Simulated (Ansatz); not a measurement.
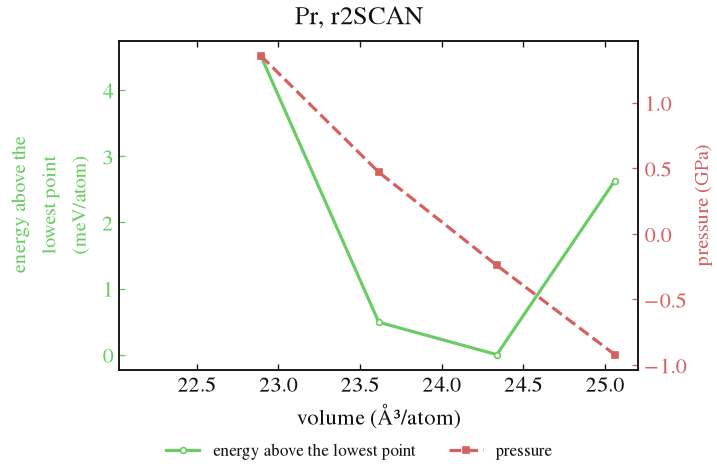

The plot gives the computed energy above the lowest point and pressure against volume for Pr, space group Fm-3m (No. 225) (one of a set of cubic test structures, which need not be the stable phase).

Computed with Ansatz 0.2.0 development build: equation of state of a cubic crystal from periodic Kohn-Sham density functional theory without spin, third-order Birch-Murnaghan fit to the free energies; pressure corrected for the finite basis. Level: r2SCAN.

structure type fcc; atoms in cell 1; space group number 225; lattice centring face-centred primitive; k mesh 13×13×13; occupation method Fermi–Dirac; occupation width 0.1 eV; wave cutoff 500 eV; datasets soft-1 PAW; density tolerance 1e−07 eV; bands 16; density cutoff ratio 4; search for lower states default.

The point at volume 22.17 Å³/atom is left out of the plot. What does the calculation give there?

```tsv
volume (Å³/atom)	energy above the lowest point (meV/atom)	pressure (GPa)
22.17	13.2	2.566
```

Limits of the calculation: cubic model structure, not the ambient form; open f shell treated without spin; open f shell, state may not be the lowest.
